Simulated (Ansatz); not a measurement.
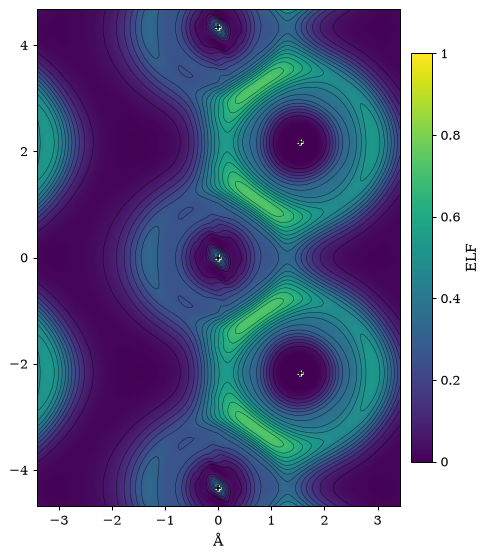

The electron localisation function on a plane through atoms (crosses mark nuclei in the plane).

Method: DFT r2SCAN, scalar-relativistic, plane waves, PAW in Ansatz 0.2.0.

Candidates:
A. Ir, a = 3.84 Å, b = 3.84 Å, c = 3.84 Å, α = 90.00°, β = 90.00°, γ = 90.00°. Space group Fm-3m; computed without spin polarisation.
B. GaSb, a = 6.13 Å, b = 6.13 Å, c = 6.13 Å, α = 90.00°, β = 90.00°, γ = 90.00°. Space group F-43m.

Which system is this?

Candidate B: GaSb on the (011) plane of the conventional cell, which holds Ga and Sb. Ga–Sb (2.66 Å): the ELF peaks at about 0.75 between the atoms.
